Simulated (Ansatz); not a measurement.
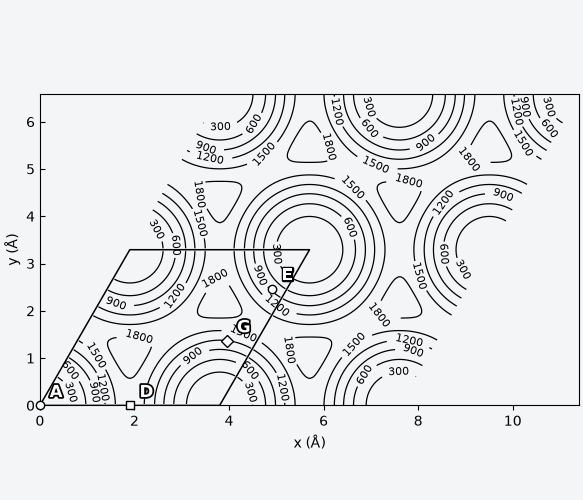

Si (P6_3/mmc, No. 194; 8 atoms in the cell). Gamma surface: rigid slide across a plane, one fault a cell; the plane is (0 0 1) of the conventional cell. Places are given modulo a cell vector. The map is drawn in real space over the plane of the slide. Nothing is relaxed (rigid halves, spacing across the cut fixed). The grid has 12 × 12 points; 19 points were computed and 125 follow by symmetry. All energies are given in mJ/m² relative to the lowest grid point. The band gap closes in part of the range. Level of theory: DFT LDA, scalar-relativistic, plane waves, PAW in Ansatz 0.2.0. Settings: cutoff 420 eV, k-mesh 10×10×3 in the order of the run's cell vectors, gaussian smearing 0.03 eV, no spin polarisation.

Drawn: contour lines labelled in mJ/m², the outline of one cell of the 2 × 2 shown, lettered points. Between grid points the surface is interpolated.

Is A the lowest point of the computed grid?

Answer. Yes. A, at (0/12, 0/12) of the cell vectors, has the lowest energy of the grid.

Rank the lettered points by energy, lowest first.

Answer. A (0 mJ/m²), E (840 mJ/m²), G (1202 mJ/m²), D (1697 mJ/m²).

PAW datasets: the set soft_1.
